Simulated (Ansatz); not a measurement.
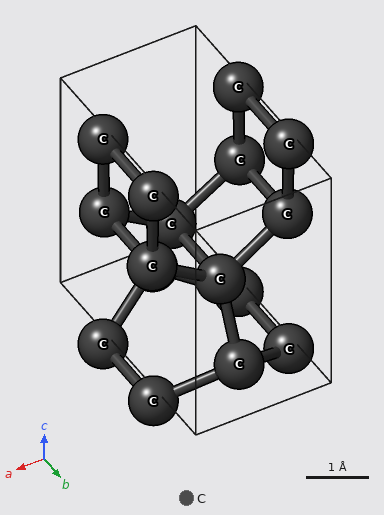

This ball-and-stick model is shown along [111]. The conventional unit cell is outlined; an atom on or near a face, edge or corner is repeated at each equivalent position.

Edges and angles: a = 2.57 Å, b = 4.39 Å, c = 4.46 Å, α = 90.00°, β = 90.00°, γ = 90.00°.

The composition is C.

Question: What are the neighbours of C?

Answer: Each C has four C at about 1.5 to 1.6 Å.

Question: How far does the bonding extend?

Answer: The bonds build a three-dimensional framework.

Provenance: a textbook structure type filled with this element (whether it is the usual form wasn't checked). This is the structure after a relaxation with DFT PBE, scalar-relativistic, plane waves, PAW in Ansatz.
